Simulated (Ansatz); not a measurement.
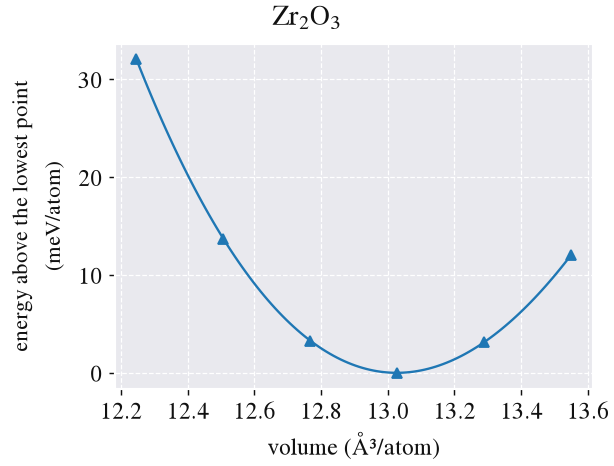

The figure shows the energy above the lowest point against volume for Zr₂O₃, space group Pn-3m (No. 224) (one of a set of cubic test structures, which need not be the stable phase).

Computed with Ansatz 0.2.0 development build: equation of state of a cubic crystal from periodic Kohn-Sham density functional theory without spin, third-order Birch-Murnaghan fit to the free energies; pressure corrected for the finite basis. Level: PBE.

structure type cubic X2O3; atoms in cell 10; space group number 224; lattice centring simple cubic; k mesh 11×11×11; occupation method Fermi–Dirac; occupation width 0.06123 eV; wave cutoff 930 eV; datasets hand-made PAW; density tolerance 1e−09 eV; bands 52; density cutoff ratio 5; search for lower states default.

From this curve and the settings, what does the calculation give for the pressure at the same points?

The pressure falls from 13.9 GPa at volume 12.25 Å³/atom to −7.1 GPa at 13.55 Å³/atom, and changes sign near 13.03 Å³/atom.

| volume (Å³/atom) | pressure (GPa) |
| --- | --- |
| 12.25 | 13.9 |
| 12.51 | 8.8 |
| 12.77 | 4.1 |
| 13.03 | 0.0 |
| 13.29 | −3.8 |
| 13.55 | −7.1 |

Keep in mind: cubic model structure, not the ambient form; modest k-mesh, values are not fully converged in k.
